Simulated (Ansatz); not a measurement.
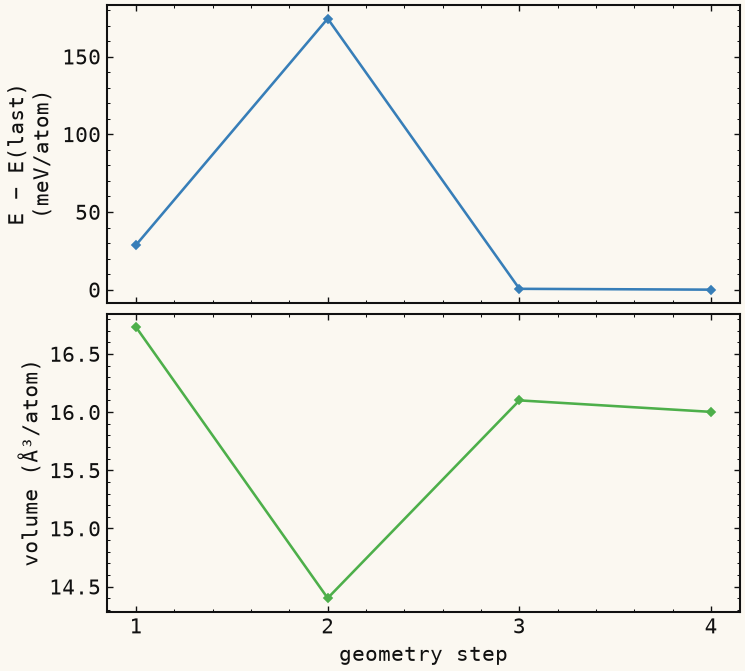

The picture comes from a calculation with Ansatz.

History of a geometry optimisation. Atoms and cell relax. A closing SCF on a freshly chosen basis isn't drawn.

```
crystal:
  lattice:
    - [0.0, 2.03, 2.03]
    - [2.03, 0.0, 2.03]
    - [2.03, 2.03, 0.0]
  atoms:
    - { symbol: W, position: [0.0, 0.0, 0.0] }
basis:
  ecutwfc: 420
kpoints:
  mp_grid: { grid: [8, 8, 8] }
hamiltonian:
  xc: pbesol
scf:
  occupations: { method: gaussian, width: 0.1 }
output:
  forces: true
  stress: true
  eigenvalues: true
relax:
  adjacent_minimum: "off"
  f_tol: 0.05
  max_steps: 80
  cell: { stress_tol: 0.5 }
```

**How did it end, and what did it gain?**

The optimisation met its thresholds at geometry 4, counting the start as the first. The energy fell by about 29 meV/atom from the first step to the last. Step 2 went uphill and was rejected by the line search. All forces vanish by symmetry, so only the cell moves.

**Was the starting cell too large or too small?**

The volume shrinks from 16.7 to 16.0 Å³ per atom (−4 %), overshooting to 14.4 at step 2. The start was expanded.
